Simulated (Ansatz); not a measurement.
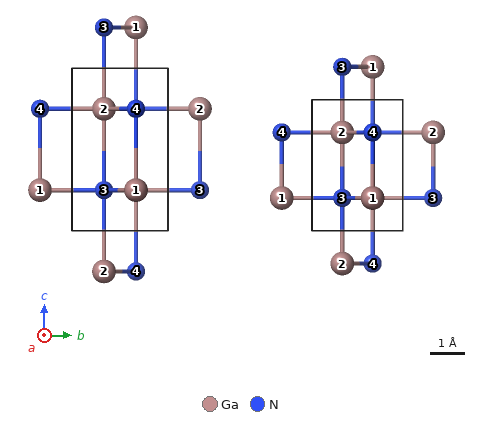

Two geometries of crystalline GaN (built on the h-MgO (five-fold) type), drawn at one scale. One is the start of a relaxation, the other its converged end. Style: ball-and-stick. Shown: the cell of the calculation, along the a axis.

Level of theory: DFT, PBE, plane waves, PAW (Ansatz 0.2.0). (plane-wave cutoff 420 eV; k-point mesh 12 × 12 × 6; occupations fermi dirac; smearing width 0.02 eV; no spin polarisation; cell and atoms relaxed; force threshold 0.005 eV/Å)

Which of the two is the end point?

Answer. The left one is the relaxed one. The atoms keep their places relative to the cell (all moves are under 0.005 Å). The drawn cell changes as follows: a = b 3.148 → 3.325 Å (+5.6 %), c 3.935 → 4.881 Å (+24.0 %); the volume changes by +38.4 %. Among the contacts that change: Ga1–N4 1.968 → 2.440 Å, Ga1–N3 1.818 → 1.920 Å. The space group stays P6_3/mmc (No. 194). After 12 accepted moves (15 points after the start) the energy has fallen by 2.925 eV per cell of the calculation. All forces vanish by symmetry, so only the cell relaxes. Pressure: 98.45 GPa at the start and 0.01 GPa at the end. At 3 points the geometry stayed and the basis and grid were re-selected for the new cell (energy shift of 0.181 eV per cell of the calculation at most each time).
